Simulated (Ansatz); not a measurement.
Cu: several calculations on one system

Part 1: A change

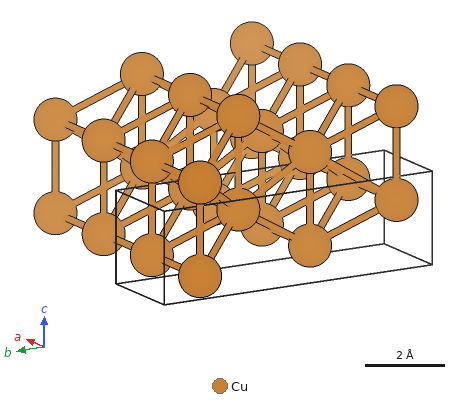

The starting point is a symmetric starting cell of Cu. A ball-and-stick model of the conventional cell (2 times the calculation's cell), repeated 3 × 1 × 2 with one cell outlined, seen from a free direction. Lengths and directions refer to the drawn axes.

Level of theory: DFT PBE, scalar-relativistic, plane waves, PAW (Ansatz). Set-up: plane-wave cutoff 420 eV; k-point mesh 18 × 18 × 16; occupations gaussian; smearing width 0.1 eV; no spin polarisation.

Now this is done to it. The cell is strained by +1.8 % along b, −0.3 % along a, −2.1 % along c (volume −0.6 %) and atoms are displaced by 0.06 Å relative to the cell: Cu1 0.06 Å along +b. No relaxation follows. The starting cell wasn't computed here and needn't be at equilibrium, so pressure and forces aren't due to the change alone.

Input file:
```yaml
crystal:
  lattice:
    - [1.2150276224, -4.0483504524, 0.0]
    - [1.2150276224, 4.0483504524, 0.0]
    - [0.0, 0.0, 2.4235348725]
  atoms:
    - { symbol: Cu, position: [0.1263220957, 0.8736779043, 0.25] }
    - { symbol: Cu, position: [0.8736779043, 0.1263220957, 0.75] }
basis:
  ecutwfc: 420
kpoints:
  mp_grid: { grid: [18, 18, 16] }
hamiltonian:
  xc: pbe
scf:
  occupations: { method: gaussian, width: 0.1 }
output:
  forces: true
  stress: true
  eigenvalues: true
```

Run as
```bash
ansatz run input.yaml --threads 1 --pin off --max-ram 1331MiB --backend cpu --events-out ev --progress --plain --runs-dir out
```

> What is the effect?

Some distances before and after: Cu–Cu 2.535 → 2.637 Å, Cu–Cu 2.463 → 2.378 Å, Cu–Cu 2.475 → 2.424 Å, Cu–Cu 2.437 → 2.430 Å. The space group stays Cmcm (No. 63). The pressure is 8.0 GPa (not all of it need come from the change, since the unchanged cell can be under pressure at this level too). The principal stresses (compression positive) are 11.8 GPa along c, 7.9 GPa along b, 4.5 GPa along a. The largest forces, 0.92 eV/Å, act on Cu1 and Cu2; on Cu1 it points along −b. The forces point straight back along the displacements (cosine −1.00).

The changed structure in the same view:

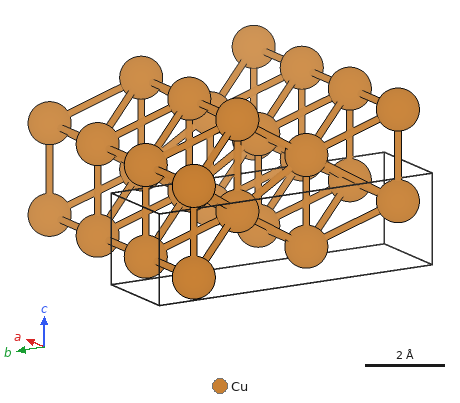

Part 2: A change

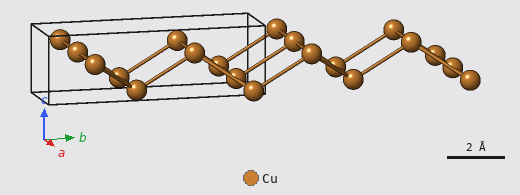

This is a symmetric starting cell of Cu. Style: ball-and-stick. Shown: the conventional cell (2 times the calculation's cell), repeated 2 × 2 × 1 with one cell outlined, slightly off an axis. Lengths and directions refer to the drawn axes.

The calculation used DFT r2SCAN, scalar-relativistic, plane waves, PAW in Ansatz 0.2.0. Set-up: plane-wave cutoff 500 eV; k-point mesh 18 × 18 × 16; occupations gaussian; smearing width 0.1 eV; no spin polarisation.

Change: All lengths are scaled by +1.8 % (volume +5.6 %), the atoms keeping their fractional coordinates. No relaxation follows. The starting cell wasn't computed here and needn't be at equilibrium, so pressure and forces aren't due to the change alone.

Input file:
```yaml
crystal:
  lattice:
    - [1.2408834219, -4.0495433658, 0.0]
    - [1.2408834219, 4.0495433658, 0.0]
    - [0.0, 0.0, 2.5210446411]
  atoms:
    - { symbol: Cu, position: [0.13386665, 0.86613335, 0.25] }
    - { symbol: Cu, position: [0.86613335, 0.13386665, 0.75] }
basis:
  ecutwfc: 500
kpoints:
  mp_grid: { grid: [18, 18, 16] }
hamiltonian:
  xc: r2scan
scf:
  occupations: { method: gaussian, width: 0.1 }
output:
  forces: true
  stress: true
  eigenvalues: true
```

Command:
```bash
ansatz run input.yaml --threads 1 --pin off --max-ram 1331MiB --backend cpu --events-out ev --progress --plain --runs-dir out
```

> Predict the response.

The pressure is −6.8 GPa (not all of it need come from the change, since the unchanged cell can be under pressure at this level too). The principal stresses (compression positive) are −6.4 GPa along a and −7.0 GPa across it. The largest forces, 0.061 eV/Å, act on Cu1 and Cu2; on Cu1 it points along −b. Among the bonded contacts that change: Cu–Cu 2.535 → 2.582 Å, Cu–Cu 2.475 → 2.521 Å, Cu–Cu 2.463 → 2.508 Å, Cu–Cu 2.437 → 2.482 Å. The space group stays Cmcm (No. 63).

Drawn alike, the variant:

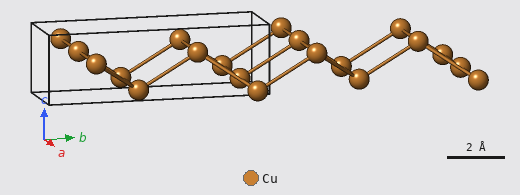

Part 3: Distortion

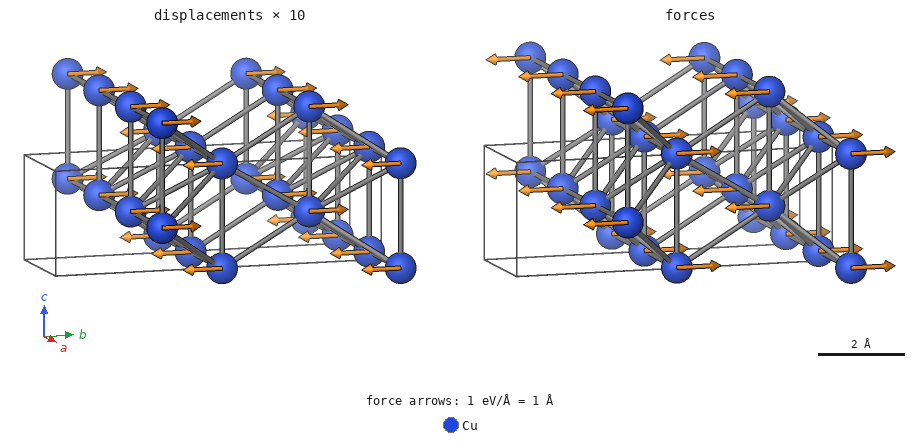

Left: a symmetric starting cell of Cu, with orange arrows for the displacements applied to it (without the part that the change of the cell carries along). Right: the displaced structure with the computed forces. Besides, the cell is strained by +8.8 % along c, +3.1 % along a, −3.0 % along b (volume +8.8 %). The picture is a ball-and-stick view of the conventional cell (2 times the calculation's cell), repeated 3 × 1 × 2 with one cell outlined, seen slightly off an axis. Lengths and directions refer to the drawn axes.

These are results of Ansatz 0.2.0, DFT PBE, scalar-relativistic, plane waves, PAW, not measurements. (plane-wave cutoff 420 eV; k-point mesh 18 × 18 × 16; occupations gaussian; smearing width 0.1 eV; no spin polarisation)

### Where do the forces point?

Atoms are displaced by 0.10 Å relative to the cell. No relaxation follows. The starting cell wasn't computed here and needn't be at equilibrium, so pressure and forces aren't due to the change alone. The pressure is 0.1 GPa (not all of it need come from the change, since the unchanged cell can be under pressure at this level too). The principal stresses (compression positive) are 2.5 GPa along a, 1.7 GPa along b, −4.0 GPa along c. The largest forces, 1.1 eV/Å, act on 2 Cu atoms of the calculation's cell. The forces point straight back along the displacements (cosine −1.00). Some distances before and after: Cu–Cu 2.475 → 2.694 Å, Cu–Cu 2.463 → 2.630 Å, Cu–Cu 2.535 → 2.438 Å, Cu–Cu 2.437 → 2.513 Å. The space group stays Cmcm (No. 63).
